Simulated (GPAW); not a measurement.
# How LiCl absorbs and reflects light, part 2 of 2

Wanted: where LiCl starts to absorb, how strongly, and its refractive index. The cell comes from an older database entry, whose edges can differ from later determinations, mostly by under a per cent.

GPAW 26.7.0; DFT, PBE, plane-wave PAW (GPAW data sets), scalar-relativistic, RPA, optical limit.

So far. Step 2 (Ground state): There is a gap, 6.32 eV on this mesh (points off the mesh can give less), so no carriers' term is needed.

The database entry behind the starting cell differs from later determinations by our own check (0.1 to 0.3 % short, probably kX units), so it need not match the best structure at ambient conditions.

**4. Dielectric function, RPA**

Transitions between filled and empty bands, summed over the zone, give the optical response, so mesh, band count and broadening shape it.

The induced potential is part of this response.

This step: DFT, PBE, plane-wave PAW (GPAW data sets), scalar-relativistic, RPA, optical limit (GPAW 26.7.0).

df.py

```python
from gpaw.response.df import DielectricFunction

df = DielectricFunction('full.gpw', frequencies={'type': 'nonlinear', 'domega0': 0.03, 'omega2': 8},
                        ecut=60,
                        eta=0.15,
                        nbands=23,
                        txt='df.txt')
for direction in ['x']:
    df.get_dielectric_function(xc='RPA', direction=direction, filename=f'df_{direction}.csv')
```

Launch:

```
$ OMP_NUM_THREADS=1 python df.py
```

Numbers of over 12 decimals in the logs are rounded to 6 here.

The log of the run:

```text
Using integrator: PointIntegrator
NonLinearFrequencyDescriptor(from 0.000 to 51.018 eV, 468 points)
Nonperiodic BCs:  [False False False]
Using integrator: PointIntegrator
NonLinearFrequencyDescriptor(from 0.000 to 51.018 eV, 468 points)
Nonperiodic BCs:  [False False False]

Calculating chi0 body with:
    Ground state adapter containing:
    Number of spins: 1
    Number of kpoints: 1728
    Number of irreducible kpoints: 72
    Number of completely occupied states: 4
    Number of partially occupied states: 4

    Linear response parametrization:
    q_c: [0.0, 0.0, 0.0]
    Number of frequency points: 468
    Planewave cutoff: 60.0
    Number of bands: 23
    Number of planewaves: 27
    Broadening (eta): 0.15

Integrating chi0 body.

Symmetries of q_c:
    Direct symmetries (Uq -> q): 48
    Indirect symmetries (TUq -> q): 0
In total 48 allowed symmetries.

72 groups of equivalent kpoints. 95.833333% reduction.

Integral kind: spectral function

Calculating chi0 optical extensions with:
    Ground state adapter containing:
    Number of spins: 1
    Number of kpoints: 1728
    Number of irreducible kpoints: 72
    Number of completely occupied states: 4
    Number of partially occupied states: 4

    Linear response parametrization:
    Number of frequency points: 468
    Planewave cutoff: 60.0
    Number of bands: 23
    Number of planewaves: 27
    Broadening (eta): 0.15
Integrating chi0 head and wings.

Symmetries of q_c:
    Direct symmetries (Uq -> q): 48
    Indirect symmetries (TUq -> q): 0
In total 48 allowed symmetries.

72 groups of equivalent kpoints. 95.833333% reduction.

Integral kind: spectral function wings
```

Run time: 3.9 s. Hardware: 1 thread of Arm Neoverse V2, shared host; peak memory 0.18 GiB.

Numbers from this step:

| Quantity | Value |
| --- | --- |
| electronic dielectric constant ε∞, mean over x, y and z (by symmetry where fewer were run) | 2.731 |
| main peak of Im epsilon, first axis | 8.692 eV |

Some rows of df_x.csv (energy; Re and Im without local fields; Re and Im with them):

```text
0.000000, 3.222800, 0.000000, 2.730960, 0.000000
0.555532, 3.230124, 0.003975, 2.736387, 0.002946
1.143969, 3.254251, 0.008395, 2.754273, 0.006226
1.768324, 3.299737, 0.013606, 2.788023, 0.010102
2.431988, 3.373876, 0.020182, 2.843125, 0.015017
3.138794, 3.488983, 0.029201, 2.928928, 0.021812
3.893091, 3.667639, 0.042962, 3.062809, 0.032314
4.699832, 3.957086, 0.067482, 3.281907, 0.051455
5.564682, 4.483211, 0.125967, 3.688882, 0.099149
6.494155, 5.753578, 0.581791, 4.712713, 0.517899
7.495775, 5.943932, 3.891370, 4.645156, 3.367880
8.578281, 5.471788, 5.279375, 3.509342, 3.914510
9.751884, 3.681780, 6.648590, 1.909760, 3.035952
11.028587, -1.394214, 4.908160, 0.886482, 3.206464
12.422601, -2.056727, 2.988317, 0.511284, 3.143713
13.950874, -1.089716, 1.096070, -0.729737, 1.670719
15.633783, -0.360178, 0.850534, -0.019881, 0.890857
17.496047, 0.031735, 0.795514, 0.393744, 0.619344
19.567954, 0.059785, 0.737370, 0.648742, 0.541232
```

The Im ε, E ∥ x has structure finer than the step of the table below, so its rows give means over 2 eV, whole bins alone (the curve runs from 0 to 21.9 eV). Peaks (eV: height): 8.0: 3.80, 8.7: 4.19, 11.0: 3.32, 11.9: 3.24.

Values under the direct gap are tails of Lorentzian lines. Table of Im ε, E ∥ x by photon energy; means over each step:

```
photon energy (eV)  Im ε, E ∥ x
                 2       0.0121
                 4       0.0366
                 6        0.356
                 8         3.29
                10         3.14
                12         2.92
                14         1.73
                16        0.715
                18        0.603
                20        0.645
```

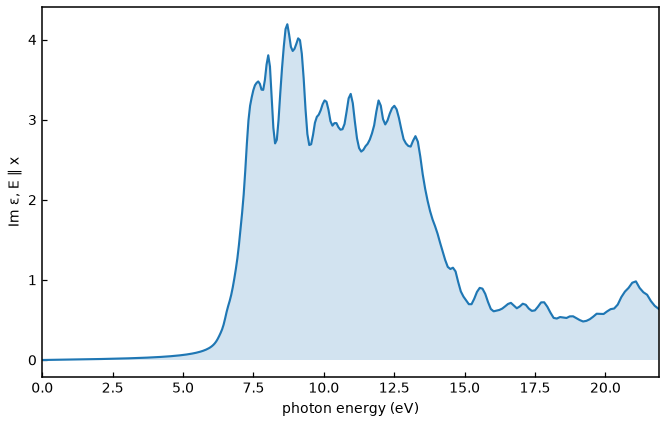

Im ε, E ∥ x against photon energy.

Re ε, E ∥ x against photon energy:

```
photon energy (eV)  Re ε, E ∥ x
                 0         2.73
                 1         2.75
                 2         2.80
                 3         2.91
                 4         3.09
                 5         3.40
                 6         4.05
                 7         5.43
                 8         3.50
                 9         2.27
                10         1.72
                11        0.985
                12        0.761
                13      -0.0908
                14       -0.731
                15       -0.289
                16       0.0668
                17        0.335
                18        0.284
                19        0.484
                20        0.680
                21        0.528
```

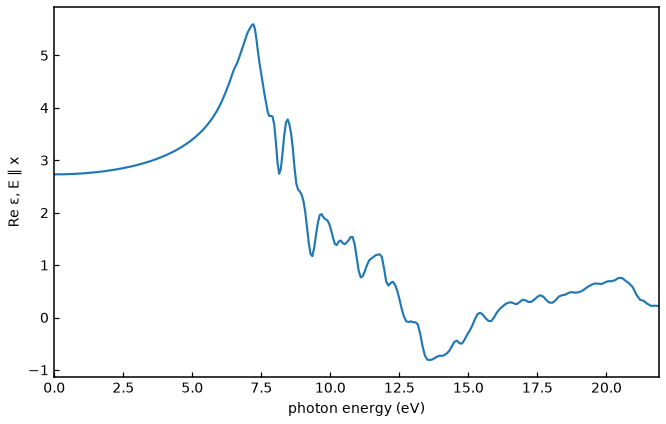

Re ε, E ∥ x against photon energy.

The Im ε, E ∥ x has structure finer than the step of the table below, so its rows give means over 1 eV, whole bins alone (the curve runs from 0 to 21.9 eV). Peaks (eV: height): without local fields 8.0: 4.59, 9.1: 6.10, 10.0: 7.17; with local fields 8.0: 3.80, 8.7: 4.19, 11.0: 3.32, 11.9: 3.24.

Values under the direct gap are tails of Lorentzian lines. The Im ε, E ∥ x by photon energy; means over each step:

```
photon energy (eV)  without local fields  with local fields
                 1               0.00733            0.00544
                 2                0.0159             0.0118
                 3                0.0275             0.0205
                 4                0.0461             0.0348
                 5                0.0843             0.0650
                 6                 0.250              0.210
                 7                  1.99               1.73
                 8                  4.00               3.33
                 9                  5.41               3.73
                10                  6.39               3.01
                11                  5.39               2.92
                12                  3.91               2.99
                13                  2.04               2.78
                14                  1.07               1.63
                15                 0.801              0.874
                16                 0.763              0.710
                17                 0.792              0.669
                18                 0.677              0.612
                19                 0.677              0.516
                20                 0.679              0.608
                21                 0.394              0.880
```

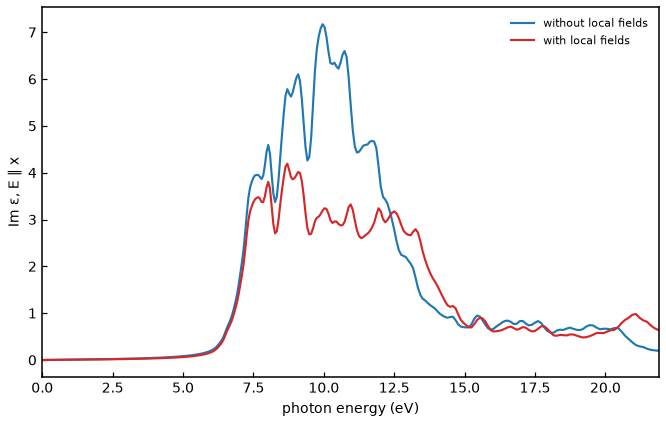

Im ε, E ∥ x against photon energy.

The reflectivity at normal incidence, E ∥ x has structure finer than the step of the table below, so its rows give means over 1 eV, whole bins alone (the curve runs from 0 to 21.9 eV). Peaks (eV: height): 7.3: 19.5, 9.2: 21.1, 11.0: 19.7, 14.2: 32.2, 14.8: 31.4, 15.8: 20.1.

Reflectivity at normal incidence, E ∥ x against photon energy; means over each step:

```
photon energy (eV)  reflectivity at normal incidence, E ∥ x (%)
                 1                                         6.13
                 2                                         6.37
                 3                                         6.82
                 4                                         7.56
                 5                                         8.84
                 6                                         11.5
                 7                                         17.0
                 8                                         17.8
                 9                                         19.5
                10                                         16.4
                11                                         17.1
                12                                         18.8
                13                                         25.1
                14                                         31.3
                15                                         24.7
                16                                         15.0
                17                                         9.18
                18                                         7.76
                19                                         4.66
                20                                         3.47
                21                                         7.53
```

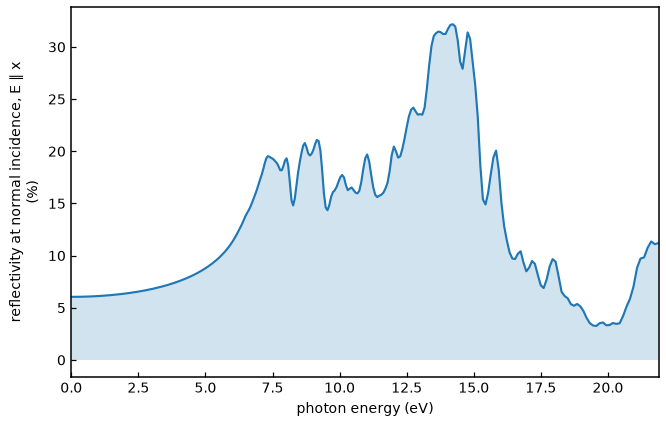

Reflectivity at normal incidence, E ∥ x against photon energy.

The loss function −Im 1/ε at q → 0, E ∥ x has structure finer than the step of the table below, so its rows give means over 2 eV, whole bins alone (the curve runs from 0 to 21.9 eV). Peaks (eV: height): 15.2: 1.43, 16.0: 1.61, 18.0: 1.38.

Values under the direct gap are tails of Lorentzian lines. Loss function −Im 1/ε at q → 0, E ∥ x against energy loss; means over each step:

```
energy loss (eV)  loss function −Im 1/ε at q → 0, E ∥ x
               2                                0.00151
               4                                0.00370
               6                                 0.0160
               8                                  0.129
              10                                  0.255
              12                                  0.320
              14                                  0.574
              16                                   1.31
              18                                   1.17
              20                                  0.769
```

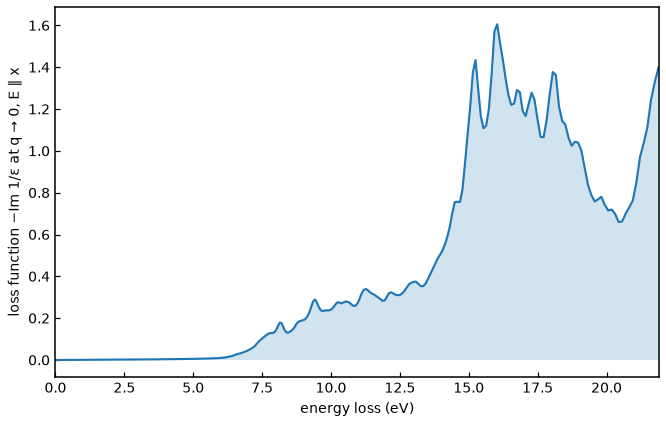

Loss function −Im 1/ε at q → 0, E ∥ x against energy loss.

At chosen wavelengths:

```
wavelength (nm)     n      k  R (%)     1/α
           1064  1.66  0.002    6.2   44 µm
            800  1.67  0.003    6.2   24 µm
            633  1.67  0.003    6.4   15 µm
            532  1.68  0.004    6.5   10 µm
            450  1.70  0.005    6.7  6.8 µm
            248  1.84  0.017    8.8  1.2 µm
            193  2.15  0.098   13.4  156 nm
```

Below the direct gap, k and the depth come from the tails of the Lorentzian lines, not from transitions.

Rows near the edge hang on the gap, which this functional as a rule makes too small, and phonon-assisted absorption is left out.

**5. Summary of results**

```json
{
  "electronic dielectric constant ε∞, mean over x, y and z (by symmetry where fewer were run) (RPA)": "2.73",
  "main peak of Im epsilon, first axis": "8.69 eV"
}
```

At this level (PBE, RPA) LiCl has ε∞ = 2.73 and n = 1.66 at 1550 nm, and Im ε peaks at 8.7 eV. On the mesh the gap is 6.32 eV and the least direct gap 6.32 eV. Local fields change the static value along x from 3.22 to 2.73 (-15 %). Distinct maxima of Im ε, read by a parabola through the highest points, lie at 8.02 eV (3.8), 8.69 eV (4.2), 10.94 eV (3.3) and 11.96 eV (3.2). Excitons and phonon-assisted transitions are missing; PBE gaps are as a rule too small, which pulls the onset down and ε∞ up. The sum runs over mesh points, so small or evenly spaced maxima can still be ripples of the mesh.

[Machine, clock and banner lines and Python warnings are left out of the logs.]

[Logs are printed without paths, hosts, clocks, repeated set-up lines and the standing remarks that a program may print on its own settings, such as how far it seeks lower states.]

[Hosts, paths, dates, database ids (printed as entryN), source tags and the programs' standing remarks are cut or masked in the printed files.]
